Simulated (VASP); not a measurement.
System: rocksalt BaS, space group Fm-3m (No. 225), 2 atoms in the primitive cell.

```cif
data_structure
_symmetry_space_group_name_H-M 'Fm-3m'
_symmetry_Int_Tables_number 225
_cell_length_a 6.3875
_cell_length_b 6.3875
_cell_length_c 6.3875
_cell_angle_alpha 90.000
_cell_angle_beta 90.000
_cell_angle_gamma 90.000
_cell_volume 260.61
loop_
_atom_site_label
_atom_site_type_symbol
_atom_site_symmetry_multiplicity
_atom_site_Wyckoff_symbol
_atom_site_fract_x
_atom_site_fract_y
_atom_site_fract_z
_atom_site_occupancy
Ba1 Ba 4 a 0.00000 0.00000 0.00000 1
S1 S 4 b 0.50000 0.00000 0.00000 1
```

Method: PBEsol, VASP PAW PBE potentials, release 64 (Ba_sv, S), no spin polarisation, no spin-orbit coupling, 8×8×8 k mesh, 520 eV cutoff, Gaussian smearing of 0.02 eV (VASP 6.6.1).

What will the band structure and density of states look like? The path is Γ–X–W–K–Γ–L–U–W–L–K|U–X.

The material is gapped. The gap along this path is 1.98 eV and indirect, from the valence-band top at Γ to the conduction-band bottom at X; the smallest direct gap is 2.12 eV, at X. Three bands meet at the valence-band top at Γ: it is triply degenerate (spin aside). The direct gaps are 3.74 eV at U, 2.12 eV at X and 4.70 eV at W. Within the window shown, the tallest peak of the filled states lies 0.7 eV under the valence-band top, at about 4.9 states per eV and cell.

The PAW data sets were made with another functional. Spin-orbit coupling is left out, which matters for Ba. LDA, GGA and most meta-GGA functionals understate gaps.

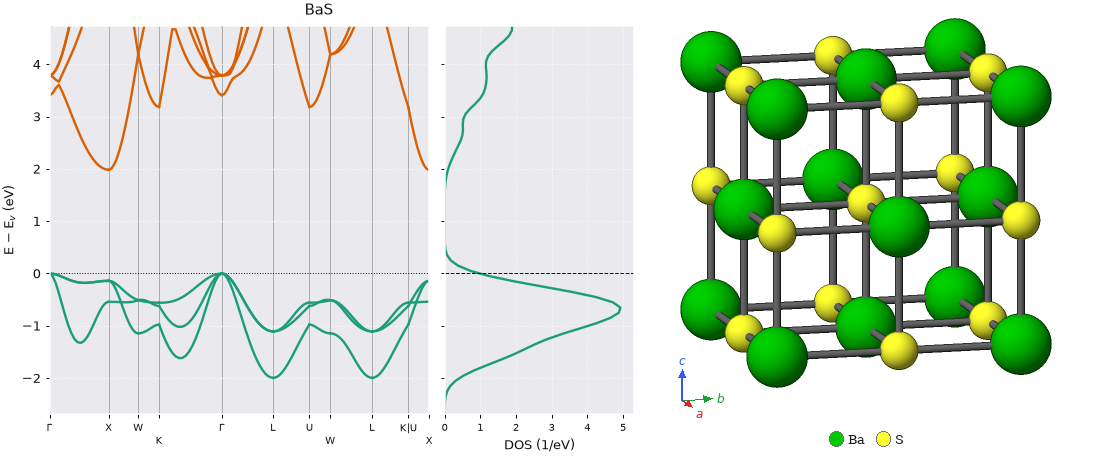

Band structure and density of states, beside the structure. Energies are counted from the top of the valence band. The DOS curve is built from the levels of the k mesh with Gaussians 0.55 eV wide, which also blur the band edges; ripples of that width can come from the mesh.
